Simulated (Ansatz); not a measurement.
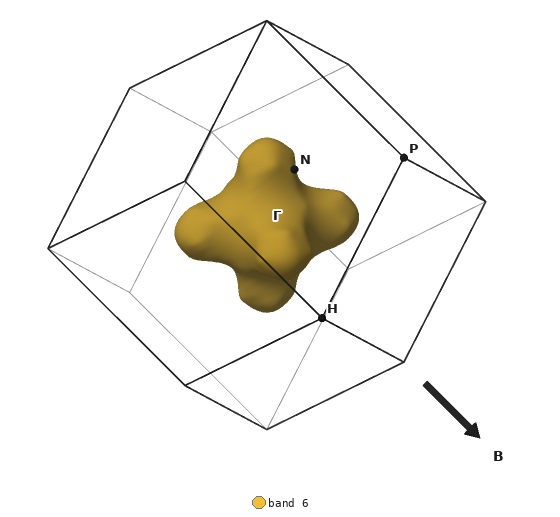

A band of Ta in space group Im-3m with a closed pocket at the Fermi level (other bands may have more); the arrow B points along ⟨111⟩. One band is drawn. The brighter face of a sheet looks towards empty states. Conventional cell: a = 3.30 Å, b = 3.30 Å, c = 3.30 Å, α = 90.00°, β = 90.00°, γ = 90.00°.

The calculation used Ansatz, DFT PBE, scalar-relativistic, plane waves, PAW; levels and slopes on a dense k mesh at the converged density. No spin polarisation. k mesh for the levels: 34×34×34. Cell and positions as given, without relaxation (residual pressure 3 GPa).

### Estimate the largest cross-section normal to ⟨111⟩, and the quantum-oscillation frequency for a field along ⟨111⟩, of the pocket of band 6 at Γ.

The hole pocket of band 6 at Γ: about 0.90 Å⁻², so F = ħA/2πe ≈ 9.4 kT; it holds 0.11 holes per cell.

Spin-orbit coupling is left out; with Ta it can split, shift or remove sheets. Necks and pockets thinner than about two mesh steps aren't resolved, so separate pockets may in truth be joined.
